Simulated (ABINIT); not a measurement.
# Run report: GaN, dielectric calculation (part 2 of 3)

Continued. System: GaN (F-43m, 2 atoms in the cell). Method: Kohn-Sham DFT of a periodic cell, LDA, PseudoDojo NC SR LDA v0.4.1 standard, no spin polarisation (ABINIT 10.8.3); cutoff 979.61 eV, 6×6×6 k-mesh, fixed occupations. The structure derives from a Materials Project entry.

Geometry of the input (Å; fractional positions):
```
0.0000  2.2535  2.2535
2.2535  0.0000  2.2535
2.2535  2.2535  0.0000
Ga 0.0000  0.0000  0.0000
N  0.2500  0.2500  0.2500
```

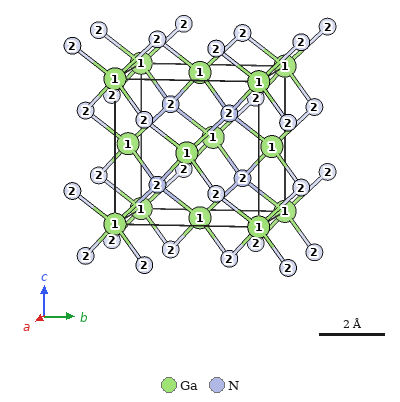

Figure 1. The structure as given in the input (ball-and-stick view of the cell 4 times as large as that of the calculation, set on its symmetry axes, seen slightly off an axis; neighbours outside the cell are drawn fainter; atoms are numbered from 1 in the order of the input).

Log, continued:
```
--------------------------------------------------------------------------------

 ==>  initialize data related to q vector <==

 The list of irreducible perturbations for this q vector is:
    1)    idir= 1    ipert=   3
    2)    idir= 2    ipert=   3
    3)    idir= 3    ipert=   3

================================================================================

--------------------------------------------------------------------------------
 Perturbation wavevector (in red.coord.)   0.000000  0.000000  0.000000
 Perturbation : derivative vs k along direction   1
 The set of symmetries contains only one element for this perturbation.
 symkpt : not enough symmetry to change the number of k points.

--------------------------------------------------------------------------------

--------------------------------------------------------------------------------

 Initialisation of the first-order wave-functions :
  ireadwf=   0

--- !BeginCycle
iteration_state: {dtset: 2, }
solver: {iscf: -3, nstep: 80, nline: 4, wfoptalg: 0, }
tolerances: {tolwfr: 1.00E-18, }
...

     iter   2DEtotal(Ha)        deltaE(Ha) residm    vres2
-ETOT  1  -62.040530700320     -6.204E+01 9.268E-01 0.000E+00
 ETOT  2  -62.308092422918     -2.676E-01 3.569E-01 0.000E+00
 ETOT  3  -62.320515172805     -1.242E-02 2.346E-02 0.000E+00
 ETOT  4  -62.321752376415     -1.237E-03 1.144E-02 0.000E+00
 ETOT  5  -62.321927139980     -1.748E-04 8.872E-04 0.000E+00
 ETOT  6  -62.321955980080     -2.884E-05 4.678E-04 0.000E+00
 ETOT  7  -62.321961213254     -5.233E-06 3.816E-05 0.000E+00
 ETOT  8  -62.321962201884     -9.886E-07 2.053E-05 0.000E+00
 ETOT  9  -62.321962395810     -1.939E-07 1.722E-06 0.000E+00
 ETOT 10  -62.321962434375     -3.856E-08 9.295E-07 0.000E+00
 ETOT 11  -62.321962442217     -7.842E-09 7.857E-08 0.000E+00
 ETOT 12  -62.321962443822     -1.605E-09 4.251E-08 0.000E+00
 ETOT 13  -62.321962444156     -3.335E-10 3.583E-09 0.000E+00
 ETOT 14  -62.321962444225     -6.966E-11 1.959E-09 0.000E+00
 ETOT 15  -62.321962444240     -1.472E-11 1.646E-10 0.000E+00
 ETOT 16  -62.321962444243     -3.062E-12 9.121E-11 0.000E+00
 ETOT 17  -62.321962444244     -6.111E-13 7.647E-12 0.000E+00
 ETOT 18  -62.321962444244     -1.492E-13 4.281E-12 0.000E+00
 ETOT 19  -62.321962444244     -8.527E-14 3.585E-13 0.000E+00
 ETOT 20  -62.321962444244      1.421E-14 2.019E-13 0.000E+00
 ETOT 21  -62.321962444244     -1.421E-14 1.690E-14 0.000E+00
 ETOT 22  -62.321962444244     -7.105E-15 9.546E-15 0.000E+00
 ETOT 23  -62.321962444244      7.105E-15 7.986E-16 0.000E+00
 ETOT 24  -62.321962444244      2.842E-14 4.519E-16 0.000E+00
 ETOT 25  -62.321962444244     -2.132E-14 3.780E-17 0.000E+00
 ETOT 26  -62.321962444244     -1.421E-14 2.141E-17 0.000E+00
 ETOT 27  -62.321962444244      7.105E-15 1.790E-18 0.000E+00
 ETOT 28  -62.321962444244      0.000E+00 1.015E-18 0.000E+00
 ETOT 29  -62.321962444244      2.842E-14 9.993E-19 0.000E+00

 At SCF step   29   max residual=  9.99E-19 < tolwfr=  1.00E-18 =>converged.
================================================================================

 ----iterations are completed or convergence reached----

 Mean square residual over all n,k,spin=   58.830E-20; max=  99.930E-20
 dfpt_looppert : ek2=    5.8777404944E+01
          f-sum rule ratio=    1.0001522047E+00
 Expectation of eigenvalue derivatives (hartree) for nkpt= 432  k points:
  (in case of degenerate eigenvalues, averaged derivative)
 kpt#   1, nband=  9, wtk=  0.00231, kpt= -0.0833 -0.1667  0.0000 (reduced coord)
  -0.02070   -0.00906   -0.00815    0.00536    0.00175   -0.00444   -0.07400    0.12284
   0.17848
 prteigrs : prtvol=0 or 1, do not print more k-points.

 2DEtotal=   -0.6232196244E+02 Ha. Also 2DEtotal=   -0.169586699168E+04 eV
    (  non-var. 2DEtotal :   -6.2321962442E+01 Ha)

--------------------------------------------------------------------------------
 Perturbation wavevector (in red.coord.)   0.000000  0.000000  0.000000
 Perturbation : derivative vs k along direction   2
 The set of symmetries contains only one element for this perturbation.
 symkpt : not enough symmetry to change the number of k points.

--------------------------------------------------------------------------------

--------------------------------------------------------------------------------

 Initialisation of the first-order wave-functions :
  ireadwf=   0

--- !BeginCycle
iteration_state: {dtset: 2, }
solver: {iscf: -3, nstep: 80, nline: 4, wfoptalg: 0, }
tolerances: {tolwfr: 1.00E-18, }
...

     iter   2DEtotal(Ha)        deltaE(Ha) residm    vres2
-ETOT  1  -62.040530700114     -6.204E+01 9.268E-01 0.000E+00
 ETOT  2  -62.308092422713     -2.676E-01 3.569E-01 0.000E+00
 ETOT  3  -62.320515172600     -1.242E-02 2.346E-02 0.000E+00
 ETOT  4  -62.321752376209     -1.237E-03 1.144E-02 0.000E+00
 ETOT  5  -62.321927139775     -1.748E-04 8.872E-04 0.000E+00
 ETOT  6  -62.321955979875     -2.884E-05 4.678E-04 0.000E+00
 ETOT  7  -62.321961213048     -5.233E-06 3.816E-05 0.000E+00
 ETOT  8  -62.321962201679     -9.886E-07 2.053E-05 0.000E+00
 ETOT  9  -62.321962395606     -1.939E-07 1.722E-06 0.000E+00
 ETOT 10  -62.321962434170     -3.856E-08 9.295E-07 0.000E+00
 ETOT 11  -62.321962442012     -7.842E-09 7.857E-08 0.000E+00
 ETOT 12  -62.321962443617     -1.605E-09 4.251E-08 0.000E+00
 ETOT 13  -62.321962443951     -3.336E-10 3.583E-09 0.000E+00
 ETOT 14  -62.321962444020     -6.951E-11 1.959E-09 0.000E+00
 ETOT 15  -62.321962444035     -1.473E-11 1.646E-10 0.000E+00
 ETOT 16  -62.321962444038     -3.041E-12 9.121E-11 0.000E+00
 ETOT 17  -62.321962444039     -6.892E-13 7.647E-12 0.000E+00
 ETOT 18  -62.321962444039     -1.918E-13 4.281E-12 0.000E+00
 ETOT 19  -62.321962444039      2.132E-14 3.585E-13 0.000E+00
 ETOT 20  -62.321962444039      0.000E+00 2.019E-13 0.000E+00
 ETOT 21  -62.321962444039     -1.421E-14 1.690E-14 0.000E+00
 ETOT 22  -62.321962444039     -7.105E-15 9.546E-15 0.000E+00
 ETOT 23  -62.321962444039     -2.132E-14 7.986E-16 0.000E+00
 ETOT 24  -62.321962444039      2.842E-14 4.519E-16 0.000E+00
 ETOT 25  -62.321962444039      2.132E-14 3.780E-17 0.000E+00
 ETOT 26  -62.321962444039     -7.105E-15 2.141E-17 0.000E+00
 ETOT 27  -62.321962444039     -1.421E-14 1.790E-18 0.000E+00
 ETOT 28  -62.321962444039      0.000E+00 1.014E-18 0.000E+00
 ETOT 29  -62.321962444039      2.842E-14 9.993E-19 0.000E+00

 At SCF step   29   max residual=  9.99E-19 < tolwfr=  1.00E-18 =>converged.
================================================================================

 ----iterations are completed or convergence reached----

 Mean square residual over all n,k,spin=   58.802E-20; max=  99.930E-20
 dfpt_looppert : ek2=    5.8777404944E+01
          f-sum rule ratio=    1.0001522046E+00
 Expectation of eigenvalue derivatives (hartree) for nkpt= 432  k points:
  (in case of degenerate eigenvalues, averaged derivative)
 kpt#   1, nband=  9, wtk=  0.00231, kpt= -0.0833 -0.1667  0.0000 (reduced coord)
  -0.09151   -0.00861   -0.01252   -0.05772   -0.00233   -0.00231    0.59551    0.12456
   0.07654
 prteigrs : prtvol=0 or 1, do not print more k-points.

 2DEtotal=   -0.6232196244E+02 Ha. Also 2DEtotal=   -0.169586699167E+04 eV
    (  non-var. 2DEtotal :   -6.2321962441E+01 Ha)

--------------------------------------------------------------------------------
 Perturbation wavevector (in red.coord.)   0.000000  0.000000  0.000000
 Perturbation : derivative vs k along direction   3
 The set of symmetries contains only one element for this perturbation.
 symkpt : not enough symmetry to change the number of k points.

--------------------------------------------------------------------------------

--------------------------------------------------------------------------------

 Initialisation of the first-order wave-functions :
  ireadwf=   0

--- !BeginCycle
iteration_state: {dtset: 2, }
solver: {iscf: -3, nstep: 80, nline: 4, wfoptalg: 0, }
tolerances: {tolwfr: 1.00E-18, }
...

     iter   2DEtotal(Ha)        deltaE(Ha) residm    vres2
-ETOT  1  -62.040530699907     -6.204E+01 9.268E-01 0.000E+00
 ETOT  2  -62.308092422508     -2.676E-01 3.569E-01 0.000E+00
 ETOT  3  -62.320515172395     -1.242E-02 2.346E-02 0.000E+00
 ETOT  4  -62.321752376005     -1.237E-03 1.144E-02 0.000E+00
 ETOT  5  -62.321927139570     -1.748E-04 8.872E-04 0.000E+00
 ETOT  6  -62.321955979670     -2.884E-05 4.678E-04 0.000E+00
 ETOT  7  -62.321961212843     -5.233E-06 3.816E-05 0.000E+00
 ETOT  8  -62.321962201474     -9.886E-07 2.053E-05 0.000E+00
 ETOT  9  -62.321962395400     -1.939E-07 1.722E-06 0.000E+00
 ETOT 10  -62.321962433964     -3.856E-08 9.295E-07 0.000E+00
 ETOT 11  -62.321962441806     -7.842E-09 7.857E-08 0.000E+00
 ETOT 12  -62.321962443412     -1.605E-09 4.251E-08 0.000E+00
 ETOT 13  -62.321962443745     -3.335E-10 3.583E-09 0.000E+00
 ETOT 14  -62.321962443815     -6.958E-11 1.959E-09 0.000E+00
 ETOT 15  -62.321962443829     -1.463E-11 1.646E-10 0.000E+00
 ETOT 16  -62.321962443832     -3.055E-12 9.121E-11 0.000E+00
 ETOT 17  -62.321962443833     -6.750E-13 7.647E-12 0.000E+00
 ETOT 18  -62.321962443833     -1.350E-13 4.281E-12 0.000E+00
 ETOT 19  -62.321962443833     -3.553E-14 3.585E-13 0.000E+00
 ETOT 20  -62.321962443833     -7.105E-15 2.019E-13 0.000E+00
 ETOT 21  -62.321962443833      0.000E+00 1.690E-14 0.000E+00
 ETOT 22  -62.321962443833     -7.105E-15 9.546E-15 0.000E+00
 ETOT 23  -62.321962443833      1.421E-14 7.986E-16 0.000E+00
 ETOT 24  -62.321962443833     -1.421E-14 4.519E-16 0.000E+00
 ETOT 25  -62.321962443833      2.842E-14 3.780E-17 0.000E+00
 ETOT 26  -62.321962443833     -2.842E-14 2.141E-17 0.000E+00
 ETOT 27  -62.321962443833      2.842E-14 1.790E-18 0.000E+00
 ETOT 28  -62.321962443833     -2.132E-14 1.015E-18 0.000E+00
 ETOT 29  -62.321962443833      1.421E-14 9.993E-19 0.000E+00

 At SCF step   29   max residual=  9.99E-19 < tolwfr=  1.00E-18 =>converged.
================================================================================

 ----iterations are completed or convergence reached----

 Mean square residual over all n,k,spin=   58.830E-20; max=  99.930E-20
 dfpt_looppert : ek2=    5.8777404944E+01
          f-sum rule ratio=    1.0001522046E+00
 Expectation of eigenvalue derivatives (hartree) for nkpt= 432  k points:
  (in case of degenerate eigenvalues, averaged derivative)
 kpt#   1, nband=  9, wtk=  0.00231, kpt= -0.0833 -0.1667  0.0000 (reduced coord)
   0.05611    0.00884    0.01033    0.02618    0.00029    0.00337   -0.26076   -0.12370
  -0.12751
 prteigrs : prtvol=0 or 1, do not print more k-points.

 2DEtotal=   -0.6232196244E+02 Ha. Also 2DEtotal=   -0.169586699167E+04 eV
    (  non-var. 2DEtotal :   -6.2321962441E+01 Ha)
================================================================================

 ---- first-order wavefunction calculations are completed ----

 Total localisation tensor (bohr^2) in cartesian coordinates
  WARNING : still subject to testing - especially symmetries.
      direction              matrix element
   alpha     beta       real part   imaginary part
     1        1       1.0544286032   -0.0000000000
     1        2       0.5272143016   -0.0000000000
     1        3       0.5272143016   -0.0000000000
     2        1       0.5272143016   -0.0000000000
     2        2       1.0544286032    0.0000000000
     2        3       0.5272143016    0.0000000000
     3        1       0.5272143016   -0.0000000000
     3        2       0.5272143016    0.0000000000
     3        3       1.0544286032    0.0000000000

 respfn : d/dk was computed, but no 2DTE, so no DDB output.

================================================================================
== DATASET  3 ==================================================================

--- !DatasetInfo
iteration_state: {dtset: 3, }
dimensions: {natom: 2, nkpt: 432, mband: 9, nsppol: 1, nspinor: 1, nspden: 1, mpw: 1605, }
cutoff_energies: {ecut:  36.0, pawecutdg:  -1.0, }
electrons: {nelect:   1.80000000E+01, charge:   0.00000000E+00, occopt:   1.00000000E+00, tsmear:   1.00000000E-02, }
meta: {optdriver: 1, rfelfd: 3, }
...

 mkfilename : getwfk/=0, take file _WFK from output of DATASET   1.

 mkfilename : getddk/=0, take file _1WF from output of DATASET   2.

 Exchange-correlation functional for the present dataset will be:
  LDA: Perdew-Wang 92 LSD fit to Ceperley-Alder data - ixc=7
  J.P.Perdew and Y.Wang, PRB 45, 13244 (1992)

 Real(R)+Recip(G) space primitive vectors, cartesian coordinates (Bohr,Bohr^-1):
 R(1)=  0.0000000  4.2584990  4.2584990  G(1)= -0.1174123  0.1174123  0.1174123
 R(2)=  4.2584990  0.0000000  4.2584990  G(2)=  0.1174123 -0.1174123  0.1174123
 R(3)=  4.2584990  4.2584990  0.0000000  G(3)=  0.1174123  0.1174123 -0.1174123
 Unit cell volume ucvol=  1.5445417E+02 bohr^3
 Angles (23,13,12)=  6.00000000E+01  6.00000000E+01  6.00000000E+01 degrees
 setup1 : take into account q-point for computing boxcut.

 getcut: wavevector=  0.0000  0.0000  0.0000  ngfft=  36  36  36
         ecut(hartree)=     36.000   => boxcut(ratio)=   2.21317

 getcut : COMMENT -
  Note that boxcut > 2.2 ; recall that boxcut=Gcut(box)/Gcut(sphere) = 2
  is sufficient for exact treatment of convolution.
  Such a large boxcut is a waste : you could raise ecut
  e.g. ecut=   44.083054 Hartrees makes boxcut=2

--------------------------------------------------------------------------------

 ==>  initialize data related to q vector <==

 The list of irreducible perturbations for this q vector is:
    1)    idir= 1    ipert=   4

================================================================================

 The perturbation idir=   2  ipert=   4 is
 symmetric of a previously calculated perturbation.
 So, its SCF calculation is not needed.

 The perturbation idir=   3  ipert=   4 is
 symmetric of a previously calculated perturbation.
 So, its SCF calculation is not needed.

--------------------------------------------------------------------------------
 Perturbation wavevector (in red.coord.)   0.000000  0.000000  0.000000
 Perturbation : homogeneous electric field along direction   1
 The set of symmetries contains only one element for this perturbation.
 symkpt : not enough symmetry to change the number of k points.

--------------------------------------------------------------------------------

--------------------------------------------------------------------------------

 Initialisation of the first-order wave-functions :
  ireadwf=   0

--- !BeginCycle
iteration_state: {dtset: 3, }
solver: {iscf: 7, nstep: 80, nline: 4, wfoptalg: 0, }
tolerances: {tolvrs: 1.00E-09, }
...

     iter   2DEtotal(Ha)        deltaE(Ha) residm    vres2
-ETOT  1  -95.269109999493     -9.527E+01 1.111E+02 7.255E+03
 ETOT  2  -98.879962126438     -3.611E+00 6.492E+00 8.409E+02
 ETOT  3  -99.342384580540     -4.624E-01 5.565E-01 7.535E+01
 ETOT  4  -99.382830447828     -4.045E-02 1.682E-02 2.017E+00
 ETOT  5  -99.384253071970     -1.423E-03 6.633E-03 4.563E-01
 ETOT  6  -99.384550530228     -2.975E-04 7.452E-04 1.553E-03
 ETOT  7  -99.384565947186     -1.542E-05 2.007E-04 1.027E-04
 ETOT  8  -99.384568282443     -2.335E-06 3.806E-05 1.332E-05
 ETOT  9  -99.384568678137     -3.957E-07 1.024E-05 1.230E-06
 ETOT 10  -99.384568752958     -7.482E-08 1.956E-06 3.496E-08
 ETOT 11  -99.384568767872     -1.491E-08 5.450E-07 8.636E-09
 ETOT 12  -99.384568771035     -3.163E-09 1.015E-07 1.503E-09
 ETOT 13  -99.384568771725     -6.899E-10 2.921E-08 7.826E-10

 At SCF step   13       vres2   =  7.83E-10 < tolvrs=  1.00E-09 =>converged.
-open ddk wf file :runo_DS2_1WF7
-open ddk wf file :runo_DS2_1WF8
-open ddk wf file :runo_DS2_1WF9
================================================================================

 ----iterations are completed or convergence reached----

 Mean square residual over all n,k,spin=   84.797E-13; max=  29.208E-09

 2DEtotal=   -0.9938456877E+02 Ha. Also 2DEtotal=   -0.270439188774E+04 eV
    (  non-var. 2DEtotal :   -9.9384563864E+01 Ha)
================================================================================

 ---- first-order wavefunction calculations are completed ----

 ==> Compute Derivative Database <==
 The violation of the charge neutrality conditions
 by the effective charges is as follows :
    atom        electric field
 displacement     direction
       1               1       -0.002741        0.000000
       1               2        0.000000        0.000000
       1               3        0.000000        0.000000
       2               1       -0.000000        0.000000
       2               2       -0.002741        0.000000
       2               3       -0.000000        0.000000
       3               1       -0.000000        0.000000
       3               2       -0.000000        0.000000
       3               3       -0.002741        0.000000

 Effective charge tensors after
 imposition of the charge neutrality (if requested by user),
 and eventual restriction to some part :
   atom    displacement
         1         1    2.662325E+00    2.487177E-16    2.368572E-16
         1         2   -1.953715E-16    2.662325E+00   -2.605782E-16
         1         3   -2.487177E-16   -2.487177E-16    2.662325E+00
         2         1   -2.662325E+00   -2.487177E-16   -2.368572E-16
         2         2    1.953715E-16   -2.662325E+00    2.605782E-16
         2         3    2.487177E-16    2.487177E-16   -2.662325E+00
 Now, the imaginary part of the dynamical matrix is zeroed

  Dielectric tensor, in cartesian coordinates,
     j1       j2             matrix element
  dir pert dir pert     real part    imaginary part

   1    4   1    4         5.9524632091        -0.0000000000

   2    4   2    4         5.9524632091        -0.0000000000

   3    4   3    4         5.9524632091        -0.0000000000

  Effective charges, in cartesian coordinates,
  (from electric field response)
   if specified in the inputs, charge neutrality has been imposed
     j1       j2             matrix element
  dir pert dir pert     real part    imaginary part

   1    1   1    4         2.6623251886         0.0000000000
   1    2   1    4        -2.6623251886         0.0000000000

   2    1   2    4         2.6623251886         0.0000000000
   2    2   2    4        -2.6623251886         0.0000000000

   3    1   3    4         2.6623251886         0.0000000000
   3    2   3    4        -2.6623251886         0.0000000000

== END DATASET(S) ==============================================================
================================================================================

 -outvars: echo values of variables after computation  --------
            acell      6.0224269985E+00  6.0224269985E+00  6.0224269985E+00 Bohr
           etotal1    -8.6773342128E+01
           etotal2    -6.2321962444E+01
           etotal3    -9.9384568772E+01
            fcart1    -4.9398370070E-31 -4.9398370070E-31  1.4819511021E-30
                       4.9398370070E-31  4.9398370070E-31 -1.4819511021E-30
            fcart3     0.0000000000E+00  0.0000000000E+00  0.0000000000E+00
                       0.0000000000E+00  0.0000000000E+00  0.0000000000E+00
            rprim      0.0000000000E+00  7.0710678120E-01  7.0710678120E-01
                       7.0710678120E-01  0.0000000000E+00  7.0710678120E-01
                       7.0710678120E-01  7.0710678120E-01  0.0000000000E+00
           strten1     3.0064693613E-04  3.0064693613E-04  3.0064693613E-04
                       0.0000000000E+00  0.0000000000E+00  0.0000000000E+00
           strten3     0.0000000000E+00  0.0000000000E+00  0.0000000000E+00
                       0.0000000000E+00  0.0000000000E+00  0.0000000000E+00
           xangst      0.0000000000E+00  0.0000000000E+00  0.0000000000E+00
                       1.1267503030E+00  1.1267503030E+00  1.1267503030E+00
             xred      0.0000000000E+00  0.0000000000E+00  0.0000000000E+00
                       2.5000000000E-01  2.5000000000E-01  2.5000000000E-01
 Calculation completed.
```

File anaddb.abo:
```
.Version 10.8.3 of ANADDB
================================================================================

 -outvars_anaddb: echo values of input variables ----------------------

 Flags :
     dieflag         2
 Miscellaneous information :
         asr         1

================================================================================

 read the DDB information and perform some checks
```
